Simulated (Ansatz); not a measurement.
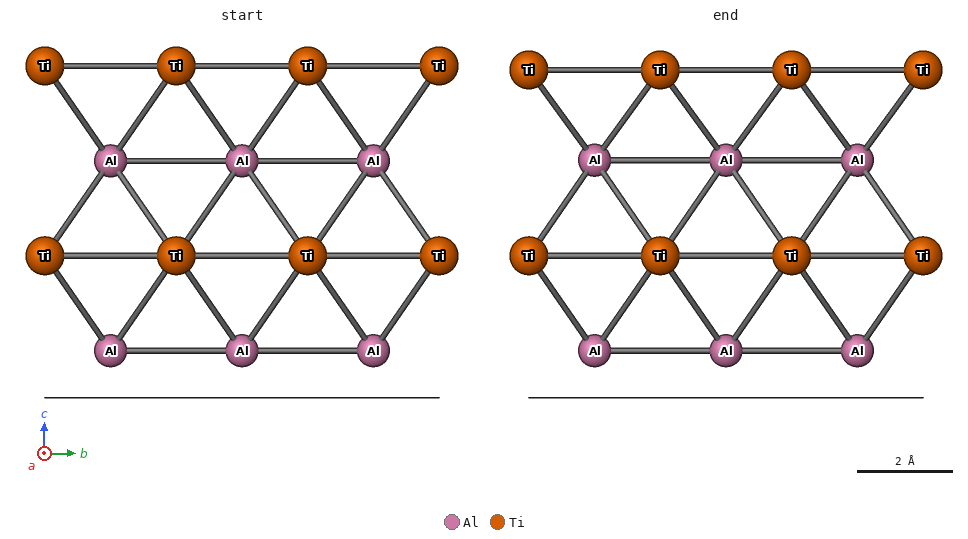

The structure of a slab of composition TiAl (cut from the P4/mmm phase) before (left) and after (right) a constrained relaxation, at one scale.

The picture is a ball-and-stick view of the 2 × 3 repeat of the cell, outlined in the plane, without the vacuum, seen along the a axis.

Case: clean slab, lower half held. The slab is the (0 0 1) face of TiAl. 2 atoms are held fixed.

Method: DFT PBEsol, scalar-relativistic, plane waves, PAW in Ansatz 0.2.0. Set-up: plane-wave cutoff 420 eV; k-point mesh 10 × 10 × 1; occupations gaussian; smearing width 0.1 eV; no spin polarisation; dipole correction; atoms relaxed in a fixed cell; force threshold 0.03 eV/Å; at most 70 steps.

**Describe what moved and what it gained.**

The atom that moves furthest is a Ti atom (0.085 Å along the normal (−c)). Largest moves by element: Ti 0.085 Å, Al 0.014 Å. The cell stays as it was. Some distances before and after: Al–Ti 2.826 → 2.756 Å, Al–Ti 2.826 → 2.835 Å. After 3 geometry steps the energy has fallen by 21.6 meV per cell of the calculation. Largest force component: 0.46 eV/Å at the start, 0.0029 eV/Å at the end.
